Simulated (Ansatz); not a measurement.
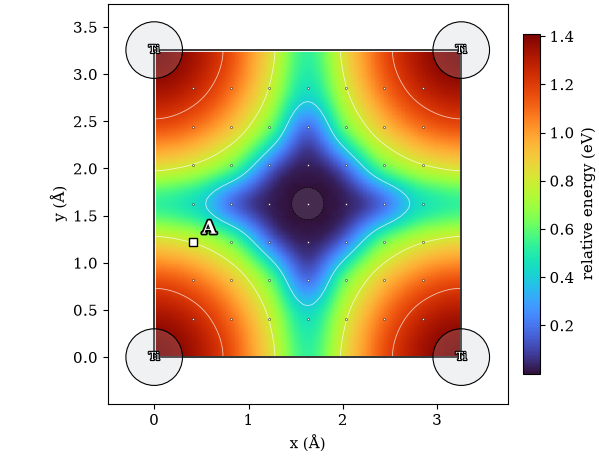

H on a Ti(100) slab cut from the Im-3m phase, its upper half relaxed before the scan (4 atoms of substrate and one adsorbate in a 1 × 1 cell). H is moved over the surface cell; relaxed at each place: the height of the adsorbate's atoms; substrate rigid; the origin of the map has the adsorbate above Ti4. Places are given modulo a cell vector. The map is drawn in real space over the plane of the surface. The scan uses an 8 × 8 grid; 15 points were computed and 49 follow by symmetry. Energies are in eV, from the lowest grid point. With one adsorbate in each 1 × 1 cell, its nearest image is 3.3 Å away, so neighbouring adsorbates interact. All numbers below come from DFT PBE, scalar-relativistic, plane waves, PAW in Ansatz 0.2.0. Settings: cutoff 420 eV, k-mesh 8×8×1, gaussian smearing 0.1 eV, no spin polarisation.

Drawn: a smooth colour map with a few white contour lines, dots at the grid points, labelled circles for the atoms of the top layer and small ones for the second layer, the outline of one cell of the plane, the point A. Between grid points the surface is interpolated.

Question: Is A at rest? If not, where is it pushed?

Answer: A, at (1/8, 3/8) of the cell vectors, is not a stationary point. The computed force is 0.93 eV/Å in the plane, pointing up in the picture (components 0.26 and 0.89 eV/Å).

PAW datasets: the set soft_1.
